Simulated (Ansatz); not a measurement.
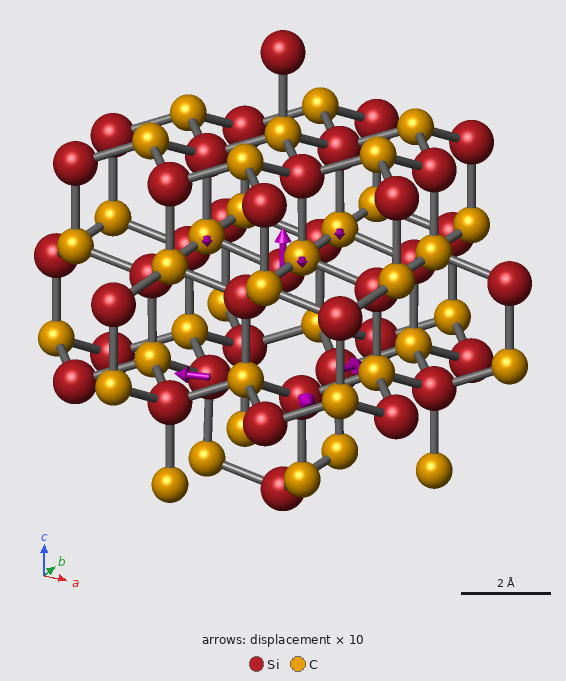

A relaxation of a defect cell of composition Si$_{36}$C$_{35}$ (cell charge +1) (coarse preliminary run). The starting structure is drawn; purple arrows show the displacements, magnified 10 times.

The picture is a ball-and-stick view of the atoms within 5.8 Å of the atom that moves most (axes of the cell of the calculation), seen slightly off an axis.

Case: C vacancy (site b), charge +1, atoms relaxed at the host's cell.

Level of theory: DFT PBE, scalar-relativistic, plane waves, PAW in Ansatz. Set-up: plane-wave cutoff 420 eV; k-point mesh 1 × 1 × 1; occupations gaussian; smearing width 0.01 eV; collinear spin; atoms relaxed in a fixed cell; force threshold 0.025 eV/Å; at most 45 steps.

Q: Describe the change and its energy.

A: The energy falls by 0.278 eV per cell of the calculation in 3 accepted moves (4 points after the start). Largest force component: 1.6 eV/Å at the start, 0.021 eV/Å at the end. 1 step only repeated the SCF at the same geometry. The atom that moves furthest is a Si atom (0.10 Å along +c). Largest moves by element: Si 0.10 Å, C 0.03 Å. The cell stays as it was. Among the contacts that change: C–Si 1.924 → 1.882 Å, C–Si 1.885 → 1.910 Å, C–Si 1.891 → 1.878 Å, C–Si 1.939 → 1.930 Å. Among the angles between lasting bonds that change: C–Si–C 108.1° → 111.6°, Si–C–Si 110.5° → 107.1°, C–Si–C 106.8° → 109.9°.

Limits of the set-up: the cell is charged, on a uniform background, and energies carry no finite-size correction.
